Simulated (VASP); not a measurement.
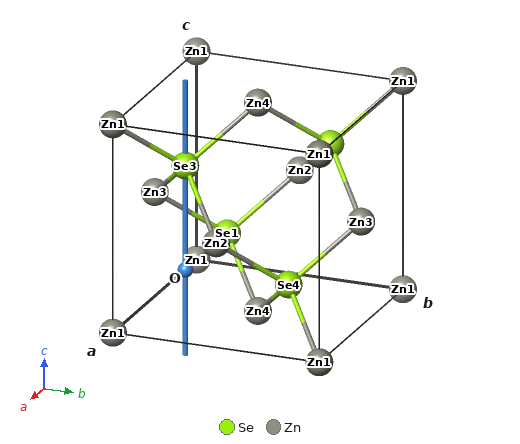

For ZnSe, an entry of the Crystallography Open Database, as set up for an electronic-structure calculation: the coloured rod is the axis of a symmetry operation of the crystal, the small sphere its inversion point. The drawing is computed from the coordinates (standard cell, symmetry found to 0.002 Å).

a = 5.668 Å, b = 5.668 Å, c = 5.668 Å, α = 90.00°, β = 90.00°, γ = 90.00°.

```csv
atom,x,y,z
Se1,0.2500,0.2500,0.2500
Zn1,0.0000,0.0000,0.0000
Se2,0.2500,0.7500,0.7500
Zn2,0.0000,0.5000,0.5000
Se3,0.7500,0.2500,0.7500
Zn3,0.5000,0.0000,0.5000
Se4,0.7500,0.7500,0.2500
Zn4,0.5000,0.5000,0.0000
```

Take the operation x, y, z → y+1/2, −x+1, −z+1/2.

What kind of operation is it, and where does it lie?

It is a −4 rotoinversion axis with its inversion point at (3/4, 1/4, 1/4), along [0 0 1].

Onto which atom does it carry each atom (up to whole multiples of a, b and c)?

Se1 → Se4, Zn1 → Zn3, Se2 → Se2, Zn2 → Zn1, Se3 → Se3, Zn3 → Zn4, Se4 → Se1, Zn4 → Zn2.
